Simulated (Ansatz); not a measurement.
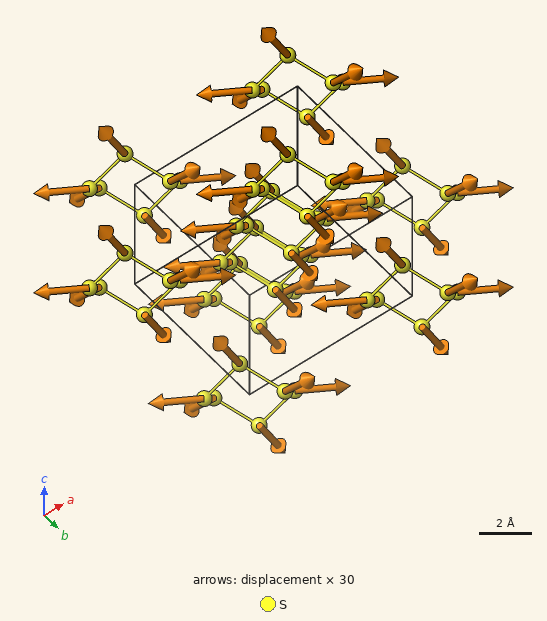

This is a relaxation of solid S (set up in R-3). The starting structure is drawn; orange arrows show the displacements (the part carried along by the change of the cell is left out), 30 times their true length.

A ball-and-stick model of the conventional cell (3 times the calculation's cell), seen from a free direction. Lengths and directions refer to the drawn axes.

Method: DFT PBE+D3(BJ), scalar-relativistic, plane waves, PAW (Ansatz). Settings: plane-wave cutoff 420 eV; k-point mesh 6 × 6 × 6; occupations gaussian; smearing width 0.02 eV; no spin polarisation; cell and atoms relaxed; force threshold 0.005 eV/Å; at most 80 steps.

> What happened in the run?

Over 5 accepted moves (6 points after the start) the energy falls by 10.1 meV per atom. Largest force component: 0.41 eV/Å at the start, 0.003 eV/Å at the end. Pressure: 1.15 GPa at the start and −0.01 GPa at the end. At 1 point the geometry stayed and the basis and grid were re-selected for the new cell (energy shift of less than 0.05 meV per atom at most each time). The largest moves relative to the cell, 0.074 Å, are those of S atoms. The volume changes by −6.8 %, with a = b 10.818 → 10.569 Å (−2.3 %), c 4.280 → 4.181 Å (−2.3 %). Among the contacts that change: S–S 2.057 → 2.081 Å. The space group stays R-3 (No. 148). Cost: 20 s on 2 threads of Arm Neoverse V2, with other jobs on the host, peak memory 0.46 GiB.
